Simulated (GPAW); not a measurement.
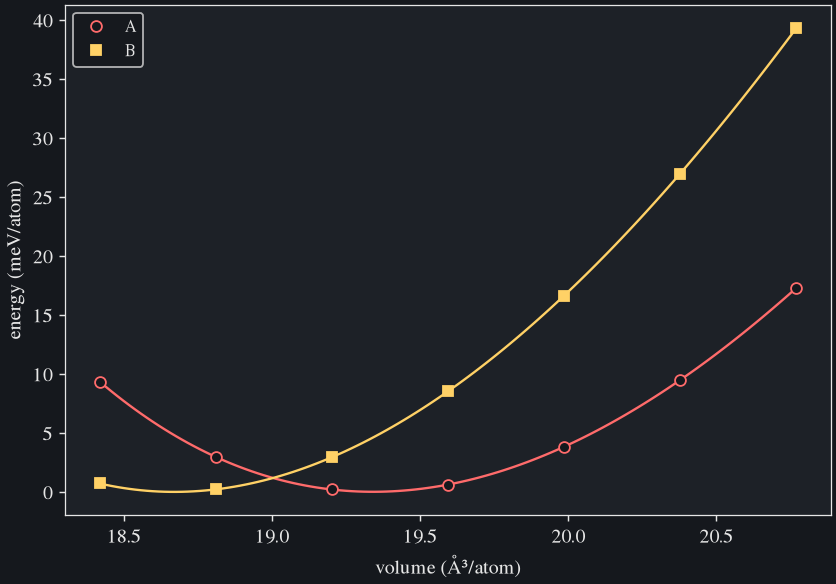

The picture above shows the energy against volume, with one curve for each functional, for Ga (space group Cmce). The labels are replaced by letters. In alphabetical order the cases are: LDA; PBEsol.

How it was computed, with GPAW 26.7.0: PAW DFT in plane waves, on a grid or in atomic orbitals, no spin polarisation; energies at scaled volumes of the given cell, shape and fractions fixed, counted from the fit's minimum, third-order Birch-Murnaghan fit. All runs: no spin polarisation.

occupations Fermi–Dirac; smearing width 0.05 eV; wave cutoff 600 eV.

Question: Which letter stands for which functional?

Answer: A: PBEsol; B: LDA.

Limits of the calculation: shape and atomic fractions are frozen while scaling, which makes layered, chain and framework solids too stiff.
